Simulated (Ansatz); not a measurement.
# What a change does: geometry relaxation on C

System: C (2 atoms in the cell).
Method of run A: Kohn-Sham DFT of a periodic cell, revPBE with D4, all-electron LAPW, scalar-relativistic, no spin polarisation (Ansatz 0.2.0).

The structure derives from an entry of the Crystallography Open Database. Text and figures count atoms from 1; the logs count them from 0 in places.

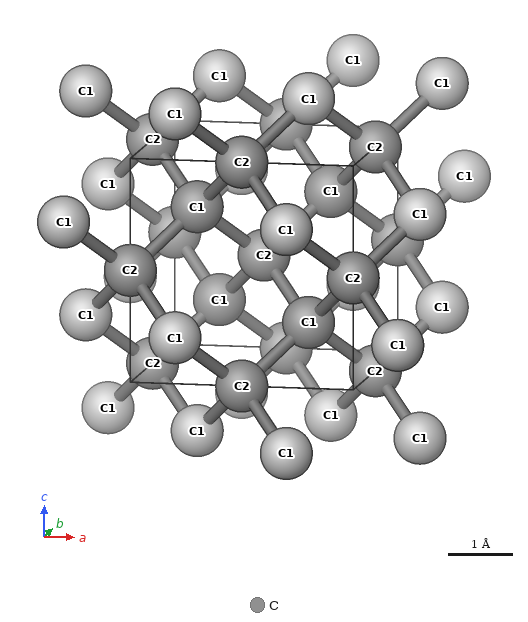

**Figure 1.** The starting structure (ball-and-stick view of the cell 4 times as large as that of the calculation, set on its symmetry axes, seen slightly off an axis; neighbours outside the cell are drawn fainter; atoms are numbered from 1 in the order of the input). Near neighbours in the crystal (not all of them lie inside the picture): C has 4 C at 1.54 Å.

### The input, run A
```yaml
crystal:
  lattice:
    - [0.0, 1.78337, 1.78337]
    - [1.78337, 0.0, 1.78337]
    - [1.78337, 1.78337, 0.0]
  atoms:
    - { symbol: C, position: [0.75, 0.75, 0.75] }
    - { symbol: C, position: [0.5, 0.5, 0.5] }
kpoints:
  mp_grid: { grid: [13, 13, 13] }
scf:
  occupations: { method: fermi_dirac, width: 0.05 }
hamiltonian:
  xc: revpbe
  dispersion: d4
  pseudopotentials: { kind: all_electron, lapw: { basis_error: 0.001 } }
output:
  forces: true
  stress: true
relax:
  f_tol: 0.005
  max_steps: 60
  cell: {}
```

Launched with:
```bash
ansatz run input.yaml --threads 1 --pin off --max-ram 3072MiB --backend cpu --events-out ev --progress --plain --runs-dir out
```

Hardware: 1 thread of Arm Neoverse V1, 24 GiB of memory available, shared host.

### Output, shortened to warnings, some set-up lines, iterations and results (run A)
```
Basis set: ecut = 474.11842736523664 eV, 283 PW (Γ), exchange–correlation at level 2
Symmetry: 48 space group operations
k-points: 84 of 2197
Initial density: superposition of atomic densities (chi_scale 0.1, normalization cell)
[...]
SCF iter   1: F=—  HF=-2076.840508 eV  |F-HF|=—  |Δ(HF+E_count)|=         —  Δρ=1.35e-1  dr2=1.47e0  ethr=1.22e-2  ⟨swp⟩=2.0  Hψ=6204  notcnv=0
SCF iter   2: F=—  HF=-2076.325682 eV  |F-HF|=—  |Δ(HF+E_count)|=   5.15e-1  Δρ=5.43e-2  dr2=2.20e-1  ethr=1.22e-2  ⟨swp⟩=2.7  Hψ=2276  notcnv=0
SCF iter   3: F=—  HF=-2076.267226 eV  |F-HF|=—  |Δ(HF+E_count)|=   5.85e-2  Δρ=4.63e-3  dr2=8.81e-4  ethr=7.40e-6  ⟨swp⟩=2.2  Hψ=4268  notcnv=0
SCF iter   4: F=—  HF=-2076.267928 eV  |F-HF|=—  |Δ(HF+E_count)|=         —  Δρ=3.44e-4  dr2=3.74e-6  ethr=7.34e-6  ⟨swp⟩=3.0  Hψ=2092  notcnv=0
SCF iter   5: F=-2076.267938 eV  HF=-2076.267938 eV  |F-HF|=1.35e-7  |Δ(HF+E_count)|=   1.06e-5  Δρ=3.65e-5  dr2=4.30e-8  ethr=3.11e-8  ⟨swp⟩=3.0  Hψ=2184  notcnv=0
[... 15 lines ...]
relax step   4: F+E_penalty+E_count = -2076.27138063 eV  Δ(F+E_penalty+E_count) = -2.078e-7 eV  max|allowed force component| = 1.156e-16 eV/Å  Δτ_max = 0.0000 Å  P = -0.000 …
SCF iter   1: F=—  HF=-2076.271380 eV  |F-HF|=—  |Δ(HF+E_count)|=         —  Δρ=1.56e-5  dr2=7.31e-9  ethr=6.09e-11  ⟨swp⟩=3.0  Hψ=4302  notcnv=0
SCF iter   2: F=-2076.271380 eV  HF=-2076.271380 eV  |F-HF|=5.69e-9  |Δ(HF+E_count)|=   1.26e-8  Δρ=8.14e-6  dr2=2.19e-9  ethr=6.09e-11  ⟨swp⟩=3.0  Hψ=1957  notcnv=0
SCF 5 converged in 2 iterations: F = -2076.271380 eV  dr2 = 2.19e-9
relax step   5: F+E_penalty+E_count = -2076.27138042 eV  Δ(F+E_penalty+E_count) = +2.157e-7 eV  max|allowed force component| = 9.194e-17 eV/Å  Δτ_max = 0.0000 Å  P = -0.002 …
basis re-selected at this cell: Δ(F+E_penalty+E_count) = +2.157e-7 eV, ΔP = -0.001 GPa vs the last step (what re-selecting the basis moved, after the strain that the cell walked since its last selection, with what the two solves' SCF thresholds leave and, on support functions, any second-order …
SCF converged after 2 iterations
Free energy (F): -2076.271380 eV
Harris-Foulkes:  -2076.271380 eV  (|F-HF|=5.69e-9)
Internal energy: -2076.271380 eV  (E = F + TS)
E sigma→0 (E₀):  -2076.271380 eV
Fermi energy:    16.063363 eV
--- Per-component energies (eV) ---
  E_band       = -969.121954
  E_kinetic    = 2070.365181
  E_xc         = -297.809996
  E_electrostatic = -3847.813617  (all electrons and nuclei)
  E_disp       = -1.012949  (pairwise vdW)
  E_smearing   = -0.000000  (= −TS)
  E_closure    = 0.000000  (closes the sum)
  E_atoms      = -2057.875362  (free atoms, spherical and without spin; not in F)
  Σ components = -2076.271380   (vs F -2076.271380, Δ=0.00e0)
  Basis errors (estimates in eV, not in F): energy 6.4e-4 per atom: plane waves 6.2e-4 (4.0e-4 summed), levels above the bands 2.6e-81, relativity 1.0e-8, radial functions 2.2e-5, core shells 0.0e0; eigenvalues (radial functions only) 1.0e-6; not estimated: angular momenta, meshes, grids; target …
--- Forces (eV/Å), atoms counted from 1 ---
  atom   1  C     -0.00000000     0.00000000     0.00000000
  atom   2  C      0.00000000    -0.00000000    -0.00000000
  max |Σ_I F_I| component: 2.89e-17 eV/Å
--- Stress (GPa, compression-positive) ---
       -0.001816       0.000000       0.000000
        0.000000      -0.001816      -0.000000
        0.000000      -0.000000      -0.001816
  P = ⅓ Tr σ = -0.0018 GPa (-0.018 kbar)
--- Relaxed structure (4 steps of the walk, 4 accepted, 1 SCFs on fresh bases) ---
  F+E_penalty+E_count = -2076.27138042 eV   max|allowed force component| = 9.194e-17 eV/Å   (the final SCF, on the basis selected at the relaxed cell)
  cell:  # Å, volume = 11.1761 Å³
    - [7.006136545231436e-35, 1.774541585286547, 1.774541585286547]
    - [1.774541585286547, -1.1146126321959098e-34, 1.774541585286547]
    - [1.774541585286547, 1.774541585286547, -1.1146126321959098e-34]
  atoms:
    - { symbol: C, position: [0.75, 0.75, 0.75] }
    - { symbol: C, position: [0.5, 0.5, 0.5] }
```

For run B the input was changed thus:
```diff
-  xc: revpbe
+  xc: rpbe
-  f_tol: 0.005
+  f_tol: 0.02
```

What does this change do to the results?

The total energies belong to different methods, so their difference says nothing on which is more stable or more accurate. The functional changes from revPBE to RPBE. The SCF takes 13 iterations over all geometry steps against 15.

### Output, shortened to warnings, some set-up lines, iterations and results (run B)
```
Basis set: ecut = 473.6280188012958 eV, 283 PW (Γ), exchange–correlation at level 2
Symmetry: 48 space group operations
k-points: 84 of 2197
Initial density: superposition of atomic densities (chi_scale 0.1, normalization cell)
[...]
SCF iter   1: F=—  HF=-2077.575933 eV  |F-HF|=—  |Δ(HF+E_count)|=         —  Δρ=1.35e-1  dr2=1.46e0  ethr=1.22e-2  ⟨swp⟩=2.0  Hψ=6203  notcnv=0
SCF iter   2: F=—  HF=-2077.070494 eV  |F-HF|=—  |Δ(HF+E_count)|=   5.05e-1  Δρ=5.44e-2  dr2=2.21e-1  ethr=1.22e-2  ⟨swp⟩=2.7  Hψ=2275  notcnv=0
SCF iter   3: F=—  HF=-2077.014479 eV  |F-HF|=—  |Δ(HF+E_count)|=   5.60e-2  Δρ=4.66e-3  dr2=9.21e-4  ethr=7.74e-6  ⟨swp⟩=2.2  Hψ=4259  notcnv=0
SCF iter   4: F=—  HF=-2077.015309 eV  |F-HF|=—  |Δ(HF+E_count)|=         —  Δρ=3.63e-4  dr2=4.21e-6  ethr=7.68e-6  ⟨swp⟩=3.0  Hψ=2176  notcnv=0
SCF iter   5: F=-2077.015322 eV  HF=-2077.015322 eV  |F-HF|=1.81e-7  |Δ(HF+E_count)|=   1.33e-5  Δρ=3.81e-5  dr2=5.03e-8  ethr=3.50e-8  ⟨swp⟩=3.0  Hψ=2185  notcnv=0
[... 11 lines ...]
relax step   3: F+E_penalty+E_count = -2077.01843573 eV  Δ(F+E_penalty+E_count) = -4.987e-4 eV  max|allowed force component| = 1.480e-16 eV/Å  Δτ_max = 0.0000 Å  P = +0.048 …
SCF iter   1: F=—  HF=-2077.018435 eV  |F-HF|=—  |Δ(HF+E_count)|=         —  Δρ=2.95e-5  dr2=3.38e-8  ethr=2.81e-10  ⟨swp⟩=4.8  Hψ=4813  notcnv=0
SCF iter   2: F=-2077.018435 eV  HF=-2077.018435 eV  |F-HF|=2.46e-8  |Δ(HF+E_count)|=   6.65e-8  Δρ=1.61e-5  dr2=1.07e-8  ethr=2.81e-10  ⟨swp⟩=2.9  Hψ=1942  notcnv=0
SCF 4 converged in 2 iterations: F = -2077.018435 eV  dr2 = 1.07e-8
relax step   4: F+E_penalty+E_count = -2077.01843546 eV  Δ(F+E_penalty+E_count) = +2.673e-7 eV  max|allowed force component| = 1.018e-16 eV/Å  Δτ_max = 0.0000 Å  P = +0.047 …
basis re-selected at this cell: Δ(F+E_penalty+E_count) = +2.673e-7 eV, ΔP = -0.001 GPa vs the last step (what re-selecting the basis moved, after the strain that the cell walked since its last selection, with what the two solves' SCF thresholds leave and, on support functions, any second-order …
SCF converged after 2 iterations
Free energy (F): -2077.018435 eV
Harris-Foulkes:  -2077.018435 eV  (|F-HF|=2.46e-8)
Internal energy: -2077.018435 eV  (E = F + TS)
E sigma→0 (E₀):  -2077.018435 eV
Fermi energy:    16.080789 eV
--- Per-component energies (eV) ---
  E_band       = -969.426730
  E_kinetic    = 2071.311833
  E_xc         = -298.544567
  E_electrostatic = -3848.707304  (all electrons and nuclei)
  E_disp       = -1.078397  (pairwise vdW)
  E_smearing   = -0.000000  (= −TS)
  E_closure    = 0.000000  (closes the sum)
  E_atoms      = -2058.709256  (free atoms, spherical and without spin; not in F)
  Σ components = -2077.018435   (vs F -2077.018435, Δ=0.00e0)
  Basis errors (estimates in eV, not in F): energy 6.5e-4 per atom: plane waves 6.2e-4 (4.1e-4 summed), levels above the bands 2.5e-81, relativity 8.9e-9, radial functions 2.6e-5, core shells 0.0e0; eigenvalues (radial functions only) 1.0e-6; not estimated: angular momenta, meshes, grids; target …
--- Forces (eV/Å), atoms counted from 1 ---
  atom   1  C     -0.00000000    -0.00000000    -0.00000000
  atom   2  C      0.00000000     0.00000000     0.00000000
  max |Σ_I F_I| component: 1.85e-17 eV/Å
--- Stress (GPa, compression-positive) ---
        0.046510      -0.000000      -0.000000
       -0.000000       0.046510      -0.000000
       -0.000000      -0.000000       0.046510
  P = ⅓ Tr σ = 0.0465 GPa (0.465 kbar)
--- Relaxed structure (3 steps of the walk, 3 accepted, 1 SCFs on fresh bases) ---
  F+E_penalty+E_count = -2077.01843546 eV   max|allowed force component| = 1.018e-16 eV/Å   (the final SCF, on the basis selected at the relaxed cell)
  cell:  # Å, volume = 11.1831 Å³
    - [-7.08575173324543e-35, 1.7749169162633096, 1.7749169162633096]
    - [1.7749169162633096, -5.015756844881597e-35, 1.7749169162633096]
    - [1.7749169162633096, 1.7749169162633096, -1.2101508578127024e-34]
  atoms:
    - { symbol: C, position: [0.7500000000000001, 0.7500000000000001, 0.7500000000000001] }
    - { symbol: C, position: [0.5, 0.5, 0.5] }
```

### The two runs side by side

```csv
quantity,run A,run B
outcome,converged,converged
free energy per atom (eV),−1038.1357,−1038.5092
pressure (GPa),0.00,0.05
largest force (eV/Å),0.000,0.000
SCF iterations,15,13
irreducible k-points,84,84
wall time (shared host),22 s,18 s
```
